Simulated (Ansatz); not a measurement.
The structure in question:

Space group P-1 (No. 2). a = 2.731 Å, b = 2.731 Å, c = 4.428 Å, α = 90.00°, β = 90.00°, γ = 120.00°
```tsv
atom	site	symmetry	x	y	z
Rh	2i	1	0.1708	0.3391	0.2540
```

Characterise the structure given above.

Answer. The element is rhodium. Strictly the space group is P-1 (No. 2, within 0.01 Å). It is a distorted form of a primitive hexagonal structure, space group P6_3/mmc (No. 194) within 0.25 Å: hexagonal close-packed (Mg type). The cell holds two atoms. Each Rh atom is coordinated by twelve Rh in an anticuboctahedral arrangement at 2.68 to 2.76 Å. The bonds build a three-dimensional framework.

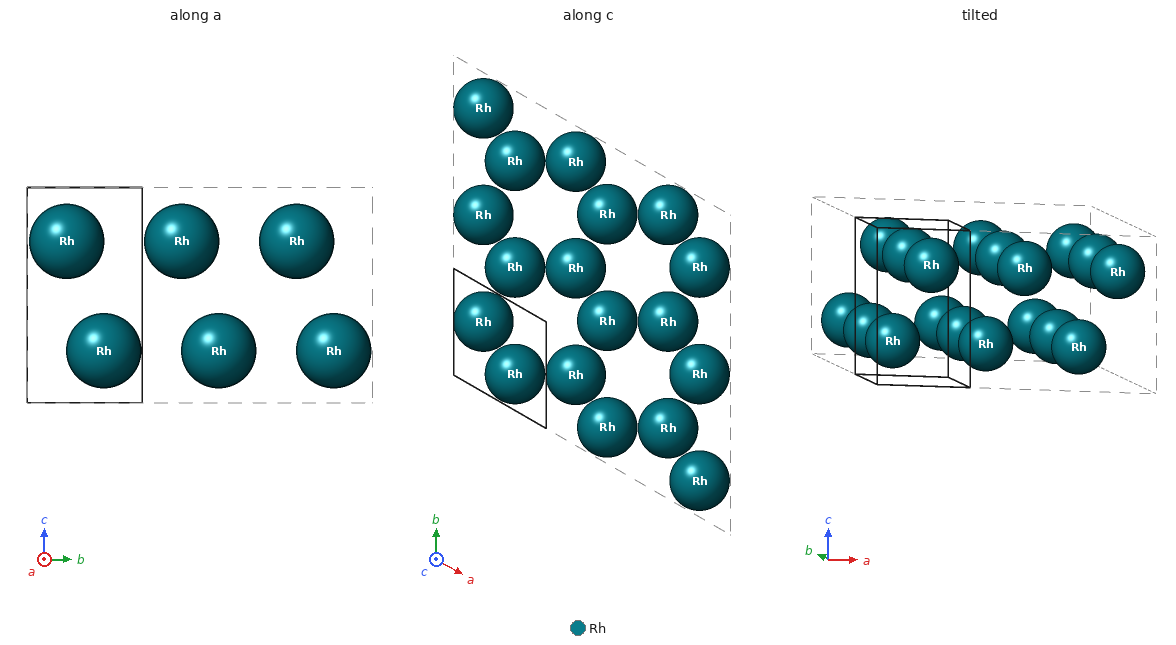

The crystal in a spheres-only representation, seen along the a axis, along the c axis and slightly off an axis. A 3×3×1 array of cells is drawn; the unit cell has the solid edges.

The initial geometry was a structure listed in the Materials Project. The cell was then strained or its atoms displaced on purpose. It went into a calculation with Ansatz.
